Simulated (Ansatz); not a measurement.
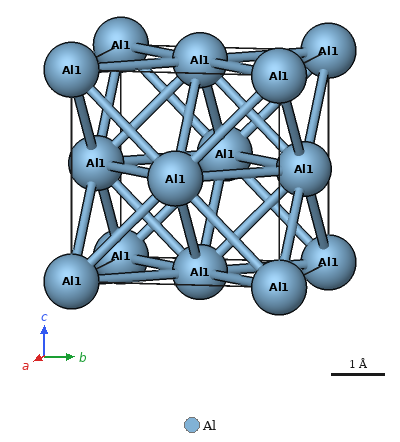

The structure as given in the input (ball-and-stick view of the cell 4 times as large as that of the calculation, set on its symmetry axes, seen slightly off an axis; atoms are numbered from 1 in the order of the input). An atom can appear more than once, as a periodic image. Near neighbours in the periodic cell (some may lie outside the picture): Al has 12 Al at 2.86 Å.

# Al: geometry relaxation

System: Al (1 atom in the cell).
Method: DFT PBEsol+D3(BJ), scalar-relativistic, plane waves, PAW, no spin polarisation (Ansatz 0.2.0).

The structure derives from an entry of the Crystallography Open Database. Figures and captions count atoms from 1; the log counts them from 0 in places.

Log:
```
Engine: ansatz 0.2.0, x86_64-unknown-linux-gnu
Pseudopotentials: kind: paw
Pseudopotential: Al, paw, valence charge 3, recommended cutoff 420 eV (normal), Al.paw.azcp
Functional definition: PBEsol
  exchange = pbesol_x
  correlation = pbesol_c
Crystal: 1 atoms, lattice volume = 16.582 Å³
Basis set: ecut = 420 eV, 331 PW (Γ), exchange–correlation on 40×40×40 points (8 copies of the dense FFT grid, shifted against one another)
Bands: 6, of which v1, the nominal top of the filled ones, is band 2 counted from 1 (1 counted from 0)
Symmetry: 48 space group operations
Space group: Fm-3m (ITA 225), of the structure as read, at distance tolerance 2.6e-5 Å
k-points: 195 of 5832
Non-local potential: Al, projectors of the file, l = 0: 2, l = 1: 2, l = 2: 1
PAW form: soft (Blöchl's): semilocal exchange-correlation on the pseudo side does not see the compensation charge
PAW frozen core: Al, regenerated for the run's functional, and the local potential with it (the file was generated under x = pbe(κ = 0.804, μ = 0.2195149727645171), c = pbe(β = 0.06672455060314922))
PAW one-centre angular grid: Al, 110 points (default); XC on 64 Gauss nodes
Initial density: superposition of atomic densities (neutral atoms: chi_scale 0, normalization atom), corrected by the library's trained network
Initial wavefunctions: pseudopotential atomic-orbital guess
Functional: x = pbesol(κ = 0.804, μ = 0.12345679012345678), c = pbesol(β = 0.046)
SCF iter   1: F=—  HF=-524.860295 eV  |F-HF|=—  |Δ(HF+E_count)|=         —  Δρ=6.50e-4  dr2=2.67e-5  ethr=1.77e-3  ⟨swp⟩=4.7  Hψ=10042  notcnv=0
preconditioner: auto → none  [metal: Δε(μ)=0.019 eV  Ē_g=13.125 eV  σ=0.100 eV  W_gap=0.10  n_scr=0 (ndim 8)  ℏωp=15.8 eV  f_vac=0.000  D(μ)=0.57/eV (n_scr^D=0)]
SCF iter   2: F=—  HF=-524.860322 eV  |F-HF|=—  |Δ(HF+E_count)|=   2.67e-5  Δρ=3.30e-4  dr2=6.83e-6  ethr=8.91e-7  ⟨swp⟩=2.0  Hψ=2955  notcnv=0
iter 3 did not close the SCF: its close was put off for the readings that it lacked (scf_convergence_deferred on its scf_iter line)
SCF iter   3: F=-524.860328 eV  HF=-524.860328 eV  |F-HF|=2.02e-8  |Δ(HF+E_count)|=   5.79e-6  Δρ=1.71e-5  dr2=5.42e-8  ethr=2.28e-7  ⟨swp⟩=1.0  Hψ=1077  notcnv=0
iter 4 did not close the SCF: its close was put off for the readings that it lacked (scf_convergence_deferred on its scf_iter line)
SCF iter   4: F=-524.860328 eV  HF=-524.860328 eV  |F-HF|=2.78e-9  |Δ(HF+E_count)|=   1.55e-8  Δρ=6.59e-6  dr2=7.85e-9  ethr=1.81e-9  ⟨swp⟩=1.1  Hψ=1107  notcnv=0
iter 5 did not close the SCF: its close was put off for the readings that it lacked (scf_convergence_deferred on its scf_iter line)
SCF iter   5: F=-524.860328 eV  HF=-524.860328 eV  |F-HF|=1.08e-11  |Δ(HF+E_count)|=   2.53e-9  Δρ=4.06e-7  dr2=2.90e-11  ethr=2.62e-10  ⟨swp⟩=1.0  Hψ=1078  notcnv=0
SCF iter   6: F=-524.860328 eV  HF=-524.860328 eV  |F-HF|=1.59e-12  |Δ(HF+E_count)|=  1.01e-11  Δρ=1.53e-7  dr2=4.09e-12  ethr=1.00e-12  ⟨swp⟩=2.1  Hψ=4098  notcnv=0
SCF 1 converged in 6 iterations: F = -524.860328 eV  dr2 = 4.09e-12
  greatest PAW one-centre occupation: 0.449 electrons in one spin orbital (limit 2), on the Al atom at site 0 (counted from 0), in its partial waves of l = 0
relax step   1: F+E_penalty+E_count = -524.86032755 eV  Δ(F+E_penalty+E_count) = +0.000e0 eV  max|allowed force component| = 0.000e0 eV/Å  Δτ_max = 0.0000 Å  P = -4.981 GPa  Ω = 16.582 Å³  (6 SCF iters, dr2 threshold 1.00e-7 eV, accepted)
Crystal: 1 atoms, lattice volume = 15.394 Å³
Basis set: ecut = 420 eV, 307 PW (Γ), exchange–correlation on 40×40×40 points (8 copies of the dense FFT grid, shifted against one another)
Initial density: handed on by an earlier stage of this run
Initial wavefunctions: those handed on with the density
iter 1 solved again at ethr=2.14e-5 eV; its pass at ethr=3.10e-3 eV (dr2=6.41e-4 eV) is discarded
SCF iter   1: F=—  HF=-524.878124 eV  |F-HF|=—  |Δ(HF+E_count)|=         —  Δρ=2.11e-3  dr2=6.54e-4  ethr=2.14e-5  ⟨swp⟩=1.0  Hψ=11782  notcnv=0
preconditioner: auto → none  [metal: Δε(μ)=0.015 eV  Ē_g=13.788 eV  σ=0.100 eV  W_gap=0.09  n_scr=0 (ndim 8)  ℏωp=16.4 eV  f_vac=0.000  D(μ)=0.56/eV (n_scr^D=0)]
SCF iter   2: F=—  HF=-524.877469 eV  |F-HF|=—  |Δ(HF+E_count)|=   6.54e-4  Δρ=1.02e-3  dr2=1.51e-4  ethr=2.14e-5  ⟨swp⟩=1.0  Hψ=1170  notcnv=0
SCF iter   3: F=—  HF=-524.877268 eV  |F-HF|=—  |Δ(HF+E_count)|=   2.02e-4  Δρ=1.46e-5  dr2=2.02e-8  ethr=5.05e-6  ⟨swp⟩=1.0  Hψ=1171  notcnv=0
SCF iter   4: F=—  HF=-524.877280 eV  |F-HF|=—  |Δ(HF+E_count)|=   1.20e-5  Δρ=1.57e-6  dr2=1.43e-10  ethr=6.72e-10  ⟨swp⟩=4.8  Hψ=5960  notcnv=0
SCF iter   5: F=-524.877280 eV  HF=-524.877280 eV  |F-HF|=1.14e-13  |Δ(HF+E_count)|=  3.10e-10  Δρ=5.78e-8  dr2=3.77e-13  ethr=4.75e-12  ⟨swp⟩=1.0  Hψ=3041  notcnv=0
SCF 2 converged in 5 iterations: F = -524.877280 eV  dr2 = 3.77e-13
relax step   2: F+E_penalty+E_count = -524.87727979 eV  Δ(F+E_penalty+E_count) = -1.695e-2 eV  max|allowed force component| = 0.000e0 eV/Å  Δτ_max = 0.0000 Å  P = +0.960 GPa  Ω = 15.394 Å³  energy of the carried Pulay correction = +4.877e-4 eV  (5 SCF iters, dr2 threshold 1.00e-7 eV, accepted)
Crystal: 1 atoms, lattice volume = 15.574 Å³
iter 1 solved again at ethr=5.43e-7 eV; its pass at ethr=3.10e-3 eV (dr2=1.63e-5 eV) is discarded
SCF iter   1: F=—  HF=-524.877683 eV  |F-HF|=—  |Δ(HF+E_count)|=         —  Δρ=3.45e-4  dr2=1.77e-5  ethr=5.43e-7  ⟨swp⟩=2.4  Hψ=11073  notcnv=0
preconditioner: auto → none  [metal: Δε(μ)=0.023 eV  Ē_g=13.683 eV  σ=0.100 eV  W_gap=0.13  n_scr=0 (ndim 8)  ℏωp=16.3 eV  f_vac=0.000  D(μ)=0.57/eV (n_scr^D=0)]
SCF iter   2: F=—  HF=-524.877679 eV  |F-HF|=—  |Δ(HF+E_count)|=   4.39e-6  Δρ=1.66e-4  dr2=4.07e-6  ethr=5.43e-7  ⟨swp⟩=1.0  Hψ=1170  notcnv=0
SCF iter   3: F=-524.877674 eV  HF=-524.877674 eV  |F-HF|=4.64e-10  |Δ(HF+E_count)|=   5.38e-6  Δρ=2.17e-6  dr2=4.09e-10  ethr=3.33e-9  ⟨swp⟩=3.3  Hψ=3994  notcnv=0
SCF 3 converged in 3 iterations: F = -524.877674 eV  dr2 = 4.09e-10
relax step   3: F+E_penalty+E_count = -524.87767358 eV  Δ(F+E_penalty+E_count) = -3.938e-4 eV  max|allowed force component| = 0.000e0 eV/Å  Δτ_max = 0.0000 Å  P = -0.113 GPa  Ω = 15.574 Å³  energy of the carried Pulay correction = +4.114e-4 eV  (3 SCF iters, dr2 threshold 1.00e-7 eV, accepted)
Crystal: 1 atoms, lattice volume = 15.555 Å³
iter 1 solved again at ethr=6.35e-9 eV; its pass at ethr=3.10e-3 eV (dr2=1.91e-7 eV) is discarded
SCF iter   1: F=—  HF=-524.877676 eV  |F-HF|=—  |Δ(HF+E_count)|=         —  Δρ=3.70e-5  dr2=2.07e-7  ethr=6.35e-9  ⟨swp⟩=2.3  Hψ=11056  notcnv=0
preconditioner: auto → none  [metal: Δε(μ)=0.022 eV  Ē_g=13.694 eV  σ=0.100 eV  W_gap=0.12  n_scr=0 (ndim 8)  ℏωp=16.3 eV  f_vac=0.000  D(μ)=0.57/eV (n_scr^D=0)]
SCF iter   2: F=—  HF=-524.877689 eV  |F-HF|=—  |Δ(HF+E_count)|=   1.27e-5  Δρ=1.79e-5  dr2=4.80e-8  ethr=6.35e-9  ⟨swp⟩=1.0  Hψ=1170  notcnv=0
SCF iter   3: F=-524.877689 eV  HF=-524.877689 eV  |F-HF|=2.27e-12  |Δ(HF+E_count)|=   6.03e-8  Δρ=2.40e-7  dr2=5.52e-12  ethr=1.06e-9  ⟨swp⟩=3.0  Hψ=2405  notcnv=0
SCF 4 converged in 3 iterations: F = -524.877689 eV  dr2 = 5.52e-12
relax step   4: F+E_penalty+E_count = -524.87768852 eV  Δ(F+E_penalty+E_count) = -1.494e-5 eV  max|allowed force component| = 0.000e0 eV/Å  Δτ_max = 0.0000 Å  P = -0.002 GPa  Ω = 15.555 Å³  energy of the carried Pulay correction = +4.195e-4 eV  (3 SCF iters, dr2 threshold 3.18e-8 eV, accepted)
Initial wavefunctions: pseudopotential atomic-orbital guess (no wavefunctions were taken with the density)
iter 1 solved again at ethr=2.85e-9 eV; its pass at ethr=3.10e-3 eV (dr2=8.54e-8 eV) is discarded
SCF iter   1: F=—  HF=-524.877375 eV  |F-HF|=—  |Δ(HF+E_count)|=         —  Δρ=4.27e-5  dr2=2.58e-8  ethr=2.85e-9  ⟨swp⟩=3.3  Hψ=13768  notcnv=0
SCF iter   2: F=—  HF=-524.877388 eV  |F-HF|=—  |Δ(HF+E_count)|=   1.31e-5  Δρ=2.15e-5  dr2=6.48e-9  ethr=8.61e-10  ⟨swp⟩=2.0  Hψ=1460  notcnv=0
SCF iter   3: F=—  HF=-524.877388 eV  |F-HF|=—  |Δ(HF+E_count)|=   1.95e-8  Δρ=3.84e-7  dr2=1.11e-11  ethr=2.16e-10  ⟨swp⟩=2.0  Hψ=1462  notcnv=0
SCF iter   4: F=-524.877388 eV  HF=-524.877388 eV  |F-HF|=0.00e0  |Δ(HF+E_count)|=  6.82e-13  Δρ=4.29e-8  dr2=6.05e-14  ethr=1.00e-12  ⟨swp⟩=4.5  Hψ=3627  notcnv=0
SCF 5 converged in 4 iterations: F = -524.877388 eV  dr2 = 6.05e-14
relax step   5: F+E_penalty+E_count = -524.87738765 eV  Δ(F+E_penalty+E_count) = +3.009e-4 eV  max|allowed force component| = 0.000e0 eV/Å  Δτ_max = 0.0000 Å  P = -0.044 GPa  Ω = 15.555 Å³  stress off target by 4.42e-2 GPa  SCF on the basis re-selected at this cell (its energy is not comparable with the rows above)  (4 SCF iters)
```

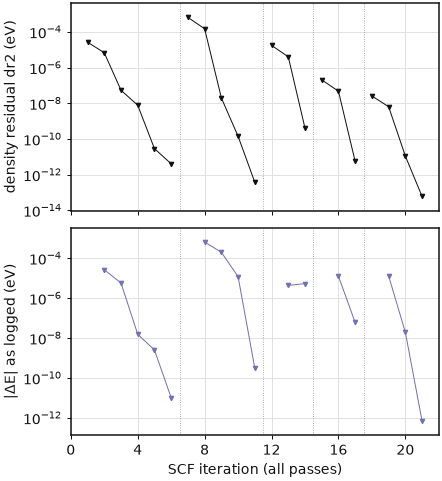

Convergence of the self-consistent field: density residual dr2 and size of the energy change against the SCF iteration. The dotted lines part the SCF passes of the relaxation: geometry steps, rejected trials and re-solves on a re-selected basis. The 5 passes take 3 to 6 iterations each, 21 in all.

```
basis re-selected at this cell: Δ(F+E_penalty+E_count) = +3.009e-4 eV, ΔP = -0.042 GPa vs the last step (what re-selecting the basis moved, of the pressure what is left beyond the Pulay correction that the steps carried, after the strain that the cell walked since its last selection, with what the two solves' SCF thresholds leave and, on support functions, any second-order correction that the steps lacked; it is no measure of the basis error at this ecutwfc). This SCF's stress stands 4.42e-2 GPa from its target on what of the cell is left free (relax.cell.stress_tol is 5.00e-2 GPa) and its largest allowed force component is 0.00e0 eV/Å (relax.f_tol is 5.00e-3 eV/Å): within both
SCF converged after 4 iterations
Free energy (F): -524.877388 eV
Harris-Foulkes:  -524.877388 eV  (|F-HF|=0.00e0)
Internal energy: -524.874525 eV  (E = F + TS)
E sigma→0 (E₀):  -524.875957 eV
Entropy (-TS):   -0.002862 eV (-2.862 meV/atom)
Fermi energy:    8.503539 eV
--- Per-component energies (eV) ---
  E_band       = 11.778328
  E_kinetic    = 23.758242
  E_local      = 10.673472  (includes V_loc(G=0)·N_el)
  E_nonlocal   = 10.478654
  E_hartree    = 0.117306
  E_xc         = -39.795971
  E_vxc        = -29.661393  (∫ρ·V_xc dr)
  E_paw        = -454.813418  (= ΣΔE_a)
  E_vpaw       = -3.705257  (= ΣTr[D̂ρ^β])
  E_aug_tail   = -0.000002  (compensation charges beyond the density's cutoff)
  E_ewald      = -74.974790
  E_disp       = -0.337157  (pairwise vdW)
  E_core_change = 0.019139  (= ΣΔE_core)
  E_smearing   = -0.002862  (= −TS)
  E_closure    = 0.000000  (closes the sum)
  Σ components = -524.877388   (vs F -524.877388, Δ=0.00e0)
--- Forces (eV/Å), atoms counted from 1 ---
  atom   1  Al    -0.00000000    -0.00000000     0.00000000
  max |Σ_I F_I| component: 3.60e-33 eV/Å
--- Stress (GPa, compression-positive) ---
       -0.044230      -0.000000       0.000000
       -0.000000      -0.044230       0.000000
        0.000000       0.000000      -0.044230
  P = ⅓ Tr σ = -0.0442 GPa (-0.442 kbar)
--- Band table (eV; the first three rows and the last of 195) ---
  k-point 0: bands = ["-3.0241", "21.3482", "21.3482", "21.3482", "23.3739", "23.3739"]
  k-point 1: bands = ["-2.9369", "19.9036", "21.1004", "21.1004", "23.7576", "23.7576"]
  k-point 2: bands = ["-2.6757", "17.6483", "20.6420", "20.6420", "23.8638", "24.6019"]
  k-point 194: bands = ["7.1442", "8.0969", "8.4242", "10.1338", "23.4034", "25.0198"]
--- Relaxed structure (4 steps of the walk, 4 accepted, 1 SCFs on fresh bases) ---
  F+E_penalty+E_count = -524.87738765 eV   max|allowed force component| = 0.000e0 eV/Å   (the final SCF, on the basis selected at the relaxed cell)
  cell:  # Å, volume = 15.5549 Å³
    - [6.623983642764269e-34, 1.9812776140123876, 1.9812776140123876]
    - [1.9812776140123876, 1.0190744065791182e-33, 1.9812776140123876]
    - [1.9812776140123876, 1.9812776140123876, -1.5795653301976327e-33]
  atoms:
    - { symbol: Al, position: [0.0, 0.0, 0.0] }
```

Trajectory as extended XYZ (Å, eV, eV/Å), 5 frames, from step=1 to step=5:
```
1
Lattice="0.0000 2.0240 2.0240 2.0240 0.0000 2.0240 2.0240 2.0240 0.0000" Properties=species:S:1:pos:R:3:forces:R:3 step=1 energy=-524.86033 pressure_GPa=-4.98
Al    0.0000    0.0000    0.0000    0.0000   0.0000   0.0000
1
Lattice="0.0000 1.9744 1.9744 1.9744 0.0000 1.9744 1.9744 1.9744 0.0000" Properties=species:S:1:pos:R:3:forces:R:3 step=2 energy=-524.87728 pressure_GPa=0.96
Al    0.0000    0.0000    0.0000    0.0000   0.0000   0.0000
1
Lattice="0.0000 1.9821 1.9821 1.9821 0.0000 1.9821 1.9821 1.9821 0.0000" Properties=species:S:1:pos:R:3:forces:R:3 step=3 energy=-524.87767 pressure_GPa=-0.11
Al    0.0000    0.0000    0.0000    0.0000   0.0000   0.0000
1
Lattice="0.0000 1.9813 1.9813 1.9813 0.0000 1.9813 1.9813 1.9813 0.0000" Properties=species:S:1:pos:R:3:forces:R:3 step=4 energy=-524.87769 pressure_GPa=-0.00
Al    0.0000    0.0000    0.0000    0.0000   0.0000   0.0000
1
Lattice="0.0000 1.9813 1.9813 1.9813 0.0000 1.9813 1.9813 1.9813 0.0000" Properties=species:S:1:pos:R:3:forces:R:3 step=5 energy=-524.87739 pressure_GPa=-0.04
Al    0.0000    0.0000    0.0000    0.0000   0.0000   0.0000
```

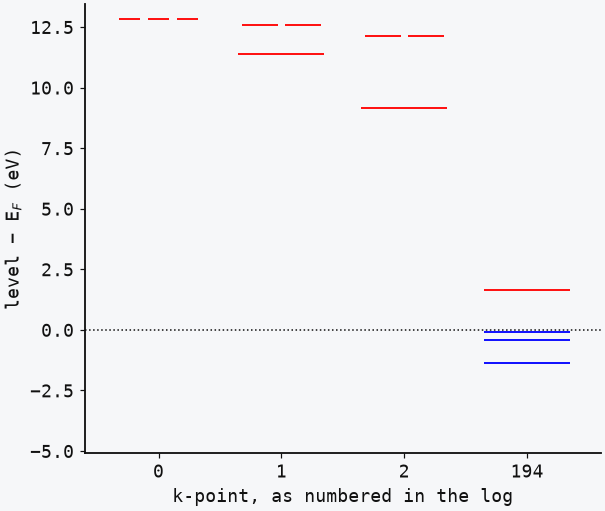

Kohn–Sham levels near the Fermi level (dotted) at the few k-points that the log prints; levels within 0.02 eV of each other stand side by side. The system is metallic on the full mesh.

This output came from the following input.

Input file:
```yaml
crystal:
  lattice:
    - [0.0, 2.02398, 2.02398]
    - [2.02398, 0.0, 2.02398]
    - [2.02398, 2.02398, 0.0]
  atoms:
    - { symbol: Al, position: [0.0, 0.0, 0.0] }
basis:
  ecutwfc: 420
kpoints:
  mp_grid: { grid: [18, 18, 18] }
hamiltonian:
  xc: pbesol
  dispersion: d3bj
scf:
  occupations: { method: gaussian, width: 0.1 }
output:
  forces: true
  stress: true
  eigenvalues: true
relax:
  adjacent_minimum: "off"
  f_tol: 0.005
  max_steps: 80
  cell: { stress_tol: 0.05 }
```

Command:
```bash
ansatz run input.yaml --threads 1 --pin off --max-ram 2560MiB --backend cpu --events-out ev --progress --plain --runs-dir out
```

Key numbers:

```json
{"quantity": "outcome", "value": "converged"}
{"quantity": "space group (tolerance 0.01 Å)", "value": "Fm-3m (225)"}
{"quantity": "electrons treated", "value": "3"}
{"quantity": "free energy", "value": "−524.8774 eV"}
{"quantity": "Fermi energy", "value": "8.504 eV"}
{"quantity": "gap on the k-point mesh", "value": "none (metallic)"}
{"quantity": "pressure", "value": "−0.04 GPa"}
{"quantity": "final volume", "value": "15.55 Å³"}
{"quantity": "largest force (length of the vector) at the end", "value": "under 0.001 eV/Å"}
{"quantity": "final cell", "value": "a = 2.802 Å, b = 2.802 Å, c = 2.802 Å, α = 60.00°, β = 60.00°, γ = 60.00°"}
{"quantity": "hardware", "value": "1 thread of Intel Xeon (Granite Rapids), 32 GiB of memory available, shared host"}
{"quantity": "wall time", "value": "3.4 s"}
{"quantity": "peak memory", "value": "0.35 GiB"}
```
